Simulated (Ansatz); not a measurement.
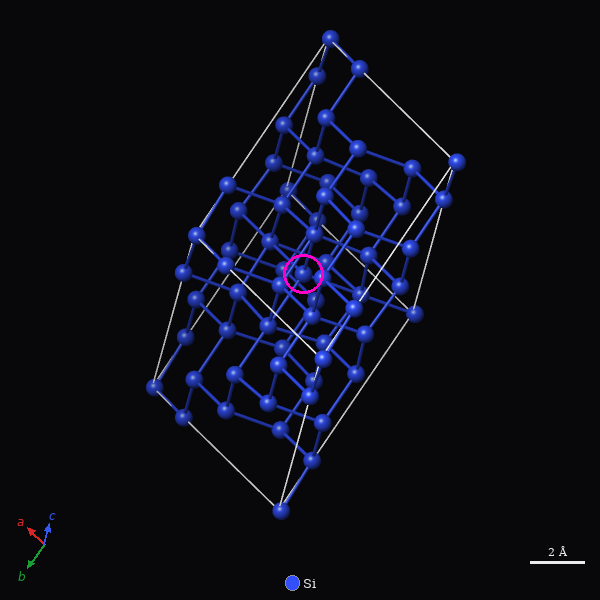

Crystal structure, ball-and-stick style, seen from a general direction. The lines enclose the supercell; boundary atoms appear with their images. The host is Si, in a cell of 32 sites, and the cell is neutral. A ring marks the defect's site.

Q: What defect is present?

A: An interstitial silicon atom. It is bonded to four Si in a tetrahedral arrangement at about 2.5 Å.

The atoms were relaxed in the host's cell with Ansatz 0.2.0, DFT PBEsol, scalar-relativistic, plane waves, PAW.
